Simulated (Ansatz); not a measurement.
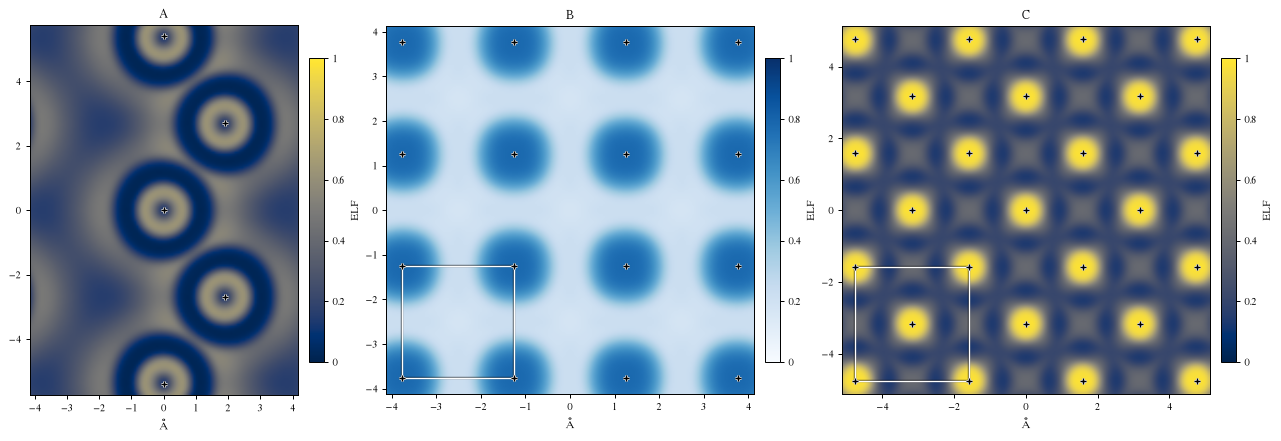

The ELF of 3 systems, each on a plane through atoms (crosses mark nuclei in the plane).

All numbers below come from DFT, r2SCAN0, plane waves (500 eV) with PAW, scalar-relativistic in Ansatz.

System 1: Na, the (101) plane of the conventional cell. Space group Fd-3m; set up as Na, diamond; a generated structure, not necessarily the stable one.

```
CELL_PARAMETERS angstrom
7.62986 0.00000 0.00000
0.00000 7.62986 0.00000
0.00000 0.00000 7.62986
ATOMIC_POSITIONS crystal
Na 0.75000 0.25000 0.25000
Na 0.25000 0.75000 0.25000
Na 0.25000 0.25000 0.75000
Na 0.75000 0.75000 0.75000
Na 0.50000 0.00000 0.00000
Na 0.00000 0.50000 0.00000
Na 0.00000 0.00000 0.50000
Na 0.50000 0.50000 0.50000
```

System 2: Rh, the (100) plane of the conventional cell. Space group Pm-3m; set up as Rh, simple cubic; a generated structure, not necessarily the stable one; computed without spin polarisation.

```xyz
1
Lattice="2.5139 0.0000 0.0000 0.0000 2.5139 0.0000 0.0000 0.0000 2.5139" Properties=species:S:1:pos:R:3 pbc="T T T"
Rh    0.0000    0.0000    0.0000
```

System 3: Co, the (101) plane of the calculation cell. Space group Pm-3m; set up as Co, simple cubic; a generated structure, not necessarily the stable one; spin-polarised.

```cif
data_structure
_symmetry_space_group_name_H-M 'P 1'
_symmetry_Int_Tables_number 1
_cell_length_a 3.1818
_cell_length_b 3.1818
_cell_length_c 3.1818
_cell_angle_alpha 60.000
_cell_angle_beta 60.000
_cell_angle_gamma 60.000
_cell_volume 22.78
loop_
_atom_site_label
_atom_site_type_symbol
_atom_site_fract_x
_atom_site_fract_y
_atom_site_fract_z
_atom_site_occupancy
Co1 Co 0.00000 0.00000 0.00000 1
Co2 Co 0.50000 0.50000 0.50000 1
```

> Match each panel to its system.

Panel A is system 1, Na: the plane holds Na. Na–Na (3.30 Å): the ELF is about 0.35 at the midpoint. Panel B is system 2, Rh: the plane holds Rh. Rh–Rh (2.51 Å): the ELF is about 0.20 at the midpoint; no shared electron pair shows on this line. Panel C is system 3, Co: the plane holds Co. Co–Co (2.25 Å): the ELF is about 0.20 at the midpoint (no shared electron pair shows on this line).
